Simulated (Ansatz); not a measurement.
# Two runs on SnO$_{2}$

System: SnO$_{2}$ (12 atoms in the cell).
Method of run 1: DFT PBEsol, scalar-relativistic, plane waves, PAW, PAW set soft_1, no spin polarisation (Ansatz 0.2.0).

The structure derives from a Materials Project entry. Text and figures count atoms from 1; the logs count them from 0 in places.

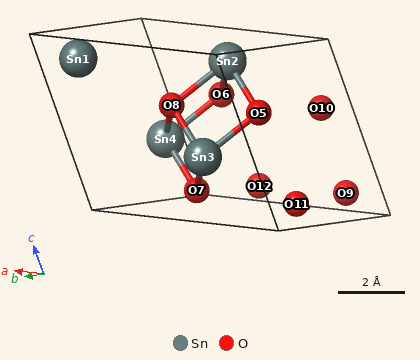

Fig. 1: The input geometry (ball-and-stick view of the cell of the calculation, seen at an oblique angle; atoms are numbered from 1 in the order of the input). An atom can appear more than once, as a periodic image. Near neighbours in the periodic cell (some may lie outside the picture): Sn has 6 O at 2.20 Å; O has 3 Sn at 2.20 Å.

### The input, run 1
```yaml
crystal:
  lattice:
    - [3.4024995751, 1.9644340456, 4.4030612835]
    - [-3.4024995751, 1.9644340456, 4.4030612835]
    - [0.0, -3.9288680912, 4.4030612835]
  atoms:
    - { symbol: Sn, position: [0.8646807174, 0.8646807174, 0.8646807174] }
    - { symbol: Sn, position: [0.3648245829, 0.3648245829, 0.8648190111] }
    - { symbol: Sn, position: [0.3648245829, 0.8648190111, 0.3648245829] }
    - { symbol: Sn, position: [0.8648190111, 0.3648245829, 0.3648245829] }
    - { symbol: O, position: [0.1235003534, 0.6233501671, 0.6233501671] }
    - { symbol: O, position: [0.6233501671, 0.1235003534, 0.6233501671] }
    - { symbol: O, position: [0.6233501671, 0.6233501671, 0.1235003534] }
    - { symbol: O, position: [0.6062113146, 0.6062113146, 0.6062113146] }
    - { symbol: O, position: [0.1234715296, 0.1234715296, 0.1234715296] }
    - { symbol: O, position: [0.1060883083, 0.1060883083, 0.6062369573] }
    - { symbol: O, position: [0.1060883083, 0.6062369573, 0.1060883083] }
    - { symbol: O, position: [0.6062369573, 0.1060883083, 0.1060883083] }
basis:
  ecutwfc: 520.0
kpoints:
  mp_grid: { grid: [6, 6, 6] }
hamiltonian:
  xc: pbesol
  pseudopotentials: { kind: paw, azcp: { folder: soft_1 } }
scf:
  occupations: { method: gaussian, width: 0.05 }
output:
  forces: true
  stress: true
  eigenvalues: true
```

Command:
```bash
ansatz run input.yaml --threads 2 --pin off --max-ram 4096MiB --backend cpu --events-out ev --progress --plain --runs-dir out
```

Hardware: 2 threads of Arm Neoverse N1, 98 GiB of memory available, shared host.

### Output, shortened to warnings, some set-up lines, iterations and results (run 1)
```
Warning: [file] the record states the generating functional pbe (its physics header spells it `PBE`), which answers neither for hamiltonian.xc's functional nor for the pbesol family's — results may be inconsistent (PPs are generated against a specific XC)
Warning: [file] the record states the generating functional pbe (its physics header spells it `PBE`), which answers neither for hamiltonian.xc's functional nor for the pbesol family's — results may be inconsistent (PPs are generated against a specific XC)
Basis set: ecut = 520 eV, 4733 PW (Γ), exchange–correlation on 90×90×90 points (8 copies of the dense FFT grid, shifted against one another)
Symmetry: 6 space group operations
k-points: 32 of 216 (time reversal used)
Initial density: superposition of atomic densities (chi_scale 0.1, normalization cell, long waves kept (reshape's long-wave potential 0.05 eV rms))
[...]
SCF iter   1: F=—  HF=-28283.900442 eV  |F-HF|=—  |Δ(HF+E_count)|=         —  Δρ=5.39e-2  dr2=3.43e0  ethr=3.10e-3  ⟨swp⟩=5.2  Hψ=8358  notcnv=0  defer=61
SCF iter   2: F=—  HF=-28283.237499 eV  |F-HF|=—  |Δ(HF+E_count)|=   6.63e-1  Δρ=2.87e-2  dr2=1.00e0  ethr=3.10e-3  ⟨swp⟩=2.0  Hψ=2540  notcnv=0  defer=212
SCF iter   3: F=—  HF=-28283.043482 eV  |F-HF|=—  |Δ(HF+E_count)|=   1.94e-1  Δρ=4.14e-3  dr2=4.05e-2  ethr=9.64e-4  ⟨swp⟩=3.0  Hψ=3672  notcnv=0  defer=84
SCF iter   4: F=—  HF=-28283.049064 eV  |F-HF|=—  |Δ(HF+E_count)|=   5.58e-3  Δρ=2.57e-3  dr2=8.88e-3  ethr=3.90e-5  ⟨swp⟩=2.1  Hψ=2999  notcnv=0  defer=84
SCF iter   5: F=—  HF=-28283.050211 eV  |F-HF|=—  |Δ(HF+E_count)|=   1.15e-3  Δρ=7.33e-4  dr2=9.65e-4  ethr=8.54e-6  ⟨swp⟩=2.0  Hψ=2853  notcnv=0  defer=84
SCF iter   6: F=—  HF=-28283.051641 eV  |F-HF|=—  |Δ(HF+E_count)|=   1.43e-3  Δρ=1.78e-4  dr2=7.29e-5  ethr=9.28e-7  ⟨swp⟩=2.0  Hψ=2755  notcnv=0  defer=84
SCF iter   7: F=—  HF=-28283.051749 eV  |F-HF|=—  |Δ(HF+E_count)|=   1.08e-4  Δρ=2.31e-4  dr2=8.60e-5  ethr=7.01e-8  ⟨swp⟩=2.0  Hψ=2944  notcnv=0  defer=84
SCF iter   8: F=—  HF=-28283.051745 eV  |F-HF|=—  |Δ(HF+E_count)|=   4.19e-6  Δρ=2.12e-5  dr2=8.24e-7  ethr=7.01e-8  ⟨swp⟩=2.0  Hψ=2599  notcnv=0  defer=84
SCF iter   9: F=—  HF=-28283.051747 eV  |F-HF|=—  |Δ(HF+E_count)|=   2.07e-6  Δρ=2.23e-5  dr2=8.13e-7  ethr=9.62e-11  ⟨swp⟩=11.6  Hψ=10053  notcnv=0
SCF iter  10: F=—  HF=-28283.051747 eV  |F-HF|=—  |Δ(HF+E_count)|=   8.20e-8  Δρ=8.06e-6  dr2=1.03e-7  ethr=7.82e-10  ⟨swp⟩=2.0  Hψ=2540  notcnv=0
SCF iter  11: F=-28283.051747 eV  HF=-28283.051747 eV  |F-HF|=4.34e-9  |Δ(HF+E_count)|=   3.84e-9  Δρ=2.12e-6  dr2=7.13e-9  ethr=9.62e-11  ⟨swp⟩=4.4  Hψ=6257  notcnv=0
SCF 1 converged in 11 iterations: F = -28283.051747 eV  dr2 = 7.13e-9
SCF converged after 11 iterations
Free energy (F): -28283.051747 eV
Harris-Foulkes:  -28283.051747 eV  (|F-HF|=4.34e-9)
Internal energy: -28283.051747 eV  (E = F + TS)
E sigma→0 (E₀):  -28283.051747 eV
Fermi energy:    6.590796 eV
--- Per-component energies (eV) ---
  E_band       = -529.804705
  E_kinetic    = 1994.219104
  E_local      = -7628.528409  (includes V_loc(G=0)·N_el)
  E_nonlocal   = 1005.223253
  E_hartree    = 3391.210488
  E_xc         = -1052.226511
  E_vxc        = -1032.522797  (∫ρ·V_xc dr)
  E_paw        = -18446.283292  (= ΣΔE_a)
  E_vpaw       = -1650.618796  (= ΣTr[D̂ρ^β])
  E_aug_tail   = 0.001963  (compensation charges beyond the density's cutoff)
  E_ewald      = -7548.090004
  E_core_change = 1.421661  (= ΣΔE_core)
  E_smearing   = -0.000000  (= −TS)
  E_closure    = -0.000000  (closes the sum)
  Σ components = -28283.051747   (vs F -28283.051747, Δ=0.00e0)
--- Forces (eV/Å), atoms counted from 1 ---
  atom   1  Sn     0.00000000    -0.00000000     0.00405294
  atom   2  Sn    -0.00000000    -0.00105219    -0.00135231
  atom   3  Sn    -0.00091122     0.00052609    -0.00135231
  atom   4  Sn     0.00091122     0.00052609    -0.00135231
  atom   5  O     -0.00126851    -0.00073238     0.82914786
  atom   6  O      0.00126851    -0.00073238     0.82914786
  atom   7  O      0.00000000     0.00146475     0.82914786
  atom   8  O     -0.00000000     0.00000000    -0.82942041
  atom   9  O      0.00000000    -0.00000000     0.82887116
  atom  10  O     -0.00000000     0.00144771    -0.82896325
  atom  11  O      0.00125375    -0.00072385    -0.82896325
  atom  12  O     -0.00125375    -0.00072385    -0.82896325
  max |Σ_I F_I| component: 5.83e-7 eV/Å
--- Stress (GPa, compression-positive) ---
      -21.479081      -0.000000      -0.000000
       -0.000000     -21.479081      -0.000000
       -0.000000      -0.000000      -8.008992
  P = ⅓ Tr σ = -16.9891 GPa (-169.891 kbar)
```

For run 2 the input was changed thus:
```diff
-basis:
-  ecutwfc: 520.0
-  mp_grid: { grid: [6, 6, 6] }
+  mp_grid: { grid: [6, 6, 6], shift: [0.5, 0.5, 0.5] }
```

Predict how the results change.

The free energy of run 2 is 2.2 meV per atom higher, the joint effect of these numerical settings, which can't be told apart here. The gap on the mesh goes from 0.63 to 0.92 eV. The SCF takes 10 iterations against 11. The irreducible k-points go from 32 to 28. The plane waves at Γ go from 4733 to 3429. On the same kind of shared host run 2 took about 0.64 times as long.

### Output, shortened to warnings, some set-up lines, iterations and results (run 2)
```
Warning: [file] the record states the generating functional pbe (its physics header spells it `PBE`), which answers neither for hamiltonian.xc's functional nor for the pbesol family's — results may be inconsistent (PPs are generated against a specific XC)
Warning: [file] the record states the generating functional pbe (its physics header spells it `PBE`), which answers neither for hamiltonian.xc's functional nor for the pbesol family's — results may be inconsistent (PPs are generated against a specific XC)
Basis set: ecut = 420 eV, 3429 PW (Γ), exchange–correlation on 80×80×80 points (8 copies of the dense FFT grid, shifted against one another)
Symmetry: 6 space group operations
k-points: 28 of 216 (time reversal used)
Initial density: superposition of atomic densities (chi_scale 0.1, normalization cell, long waves kept (reshape's long-wave potential 0.05 eV rms))
[...]
SCF iter   1: F=—  HF=-28283.881662 eV  |F-HF|=—  |Δ(HF+E_count)|=         —  Δρ=5.39e-2  dr2=3.43e0  ethr=3.10e-3  ⟨swp⟩=5.1  Hψ=7183  notcnv=0  defer=50
SCF iter   2: F=—  HF=-28283.214066 eV  |F-HF|=—  |Δ(HF+E_count)|=   6.68e-1  Δρ=2.88e-2  dr2=1.01e0  ethr=3.10e-3  ⟨swp⟩=2.0  Hψ=2226  notcnv=0  defer=182
SCF iter   3: F=—  HF=-28283.017303 eV  |F-HF|=—  |Δ(HF+E_count)|=   1.97e-1  Δρ=4.06e-3  dr2=3.95e-2  ethr=9.67e-4  ⟨swp⟩=3.0  Hψ=3220  notcnv=0  defer=70
SCF iter   4: F=—  HF=-28283.023151 eV  |F-HF|=—  |Δ(HF+E_count)|=   5.85e-3  Δρ=2.58e-3  dr2=8.96e-3  ethr=3.80e-5  ⟨swp⟩=2.2  Hψ=2632  notcnv=0  defer=70
SCF iter   5: F=—  HF=-28283.024209 eV  |F-HF|=—  |Δ(HF+E_count)|=   1.06e-3  Δρ=7.29e-4  dr2=9.57e-4  ethr=8.62e-6  ⟨swp⟩=2.0  Hψ=2454  notcnv=0  defer=70
SCF iter   6: F=—  HF=-28283.025647 eV  |F-HF|=—  |Δ(HF+E_count)|=   1.44e-3  Δρ=1.77e-4  dr2=7.19e-5  ethr=9.20e-7  ⟨swp⟩=2.0  Hψ=2420  notcnv=0  defer=70
SCF iter   7: F=—  HF=-28283.025815 eV  |F-HF|=—  |Δ(HF+E_count)|=   1.68e-4  Δρ=2.35e-4  dr2=8.88e-5  ethr=6.92e-8  ⟨swp⟩=2.0  Hψ=2576  notcnv=0  defer=70
SCF iter   8: F=—  HF=-28283.025810 eV  |F-HF|=—  |Δ(HF+E_count)|=   4.35e-6  Δρ=2.31e-5  dr2=9.70e-7  ethr=6.92e-8  ⟨swp⟩=2.0  Hψ=2246  notcnv=0  defer=70
SCF iter   9: F=—  HF=-28283.025813 eV  |F-HF|=—  |Δ(HF+E_count)|=   2.20e-6  Δρ=3.41e-5  dr2=1.91e-6  ethr=9.33e-10  ⟨swp⟩=3.0  Hψ=2795  notcnv=0  defer=70
SCF iter  10: F=-28283.025812 eV  HF=-28283.025812 eV  |F-HF|=1.90e-8  |Δ(HF+E_count)|=   2.65e-7  Δρ=5.02e-6  dr2=3.81e-8  ethr=9.62e-11  ⟨swp⟩=8.9  Hψ=7982  notcnv=0
SCF 1 converged in 10 iterations: F = -28283.025812 eV  dr2 = 3.81e-8
SCF converged after 10 iterations
Free energy (F): -28283.025812 eV
Harris-Foulkes:  -28283.025812 eV  (|F-HF|=1.90e-8)
Internal energy: -28283.025812 eV  (E = F + TS)
E sigma→0 (E₀):  -28283.025812 eV
Fermi energy:    6.717603 eV
--- Per-component energies (eV) ---
  E_band       = -529.803857
  E_kinetic    = 1995.147181
  E_local      = -7628.610413  (includes V_loc(G=0)·N_el)
  E_nonlocal   = 1004.386152
  E_hartree    = 3391.208672
  E_xc         = -1052.466273
  E_vxc        = -1032.839161  (∫ρ·V_xc dr)
  E_paw        = -18446.029497  (= ΣΔE_a)
  E_vpaw       = -1650.306905  (= ΣTr[D̂ρ^β])
  E_aug_tail   = 0.006708  (compensation charges beyond the density's cutoff)
  E_ewald      = -7548.090004
  E_core_change = 1.421661  (= ΣΔE_core)
  E_smearing   = -0.000000  (= −TS)
  E_closure    = -0.000000  (closes the sum)
  Σ components = -28283.025812   (vs F -28283.025812, Δ=0.00e0)
--- Forces (eV/Å), atoms counted from 1 ---
  atom   1  Sn     0.00000000    -0.00000000     0.00403206
  atom   2  Sn    -0.00000000    -0.00106800    -0.00137934
  atom   3  Sn    -0.00092491     0.00053400    -0.00137934
  atom   4  Sn     0.00092491     0.00053400    -0.00137934
  atom   5  O     -0.00129637    -0.00074846     0.82896513
  atom   6  O      0.00129637    -0.00074846     0.82896513
  atom   7  O      0.00000000     0.00149692     0.82896513
  atom   8  O     -0.00000000     0.00000000    -0.82914855
  atom   9  O      0.00000000     0.00000000     0.82861240
  atom  10  O     -0.00000000     0.00142244    -0.82874827
  atom  11  O      0.00123187    -0.00071122    -0.82874827
  atom  12  O     -0.00123187    -0.00071122    -0.82874827
  max |Σ_I F_I| component: 8.50e-6 eV/Å
--- Stress (GPa, compression-positive) ---
      -21.477873      -0.000000      -0.000000
       -0.000000     -21.477873      -0.000000
       -0.000000      -0.000000      -8.013356
  P = ⅓ Tr σ = -16.9897 GPa (-169.897 kbar)
```

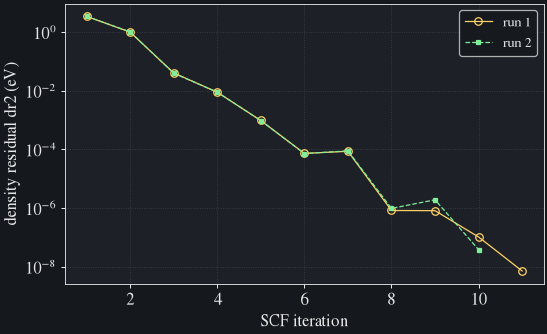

Fig. 2: Convergence of the two runs: density residual dr2 against the SCF iteration. Run 1 takes 11 iterations in all, and run 2 takes 10.

### The two runs side by side

| quantity | run 1 | run 2 |
| --- | --- | --- |
| outcome | converged | converged |
| free energy per atom (eV) | −2356.9210 | −2356.9188 |
| gap on the mesh (eV) | 0.63 | 0.92 |
| pressure (GPa) | −16.99 | −16.99 |
| largest force (eV/Å) | 0.829 | 0.829 |
| SCF iterations | 11 | 10 |
| irreducible k-points | 32 | 28 |
| plane waves at Γ | 4733 | 3429 |
| wall time (shared host) | 53 s | 34 s |

For both runs: Warnings: the PAW datasets were made with another functional.
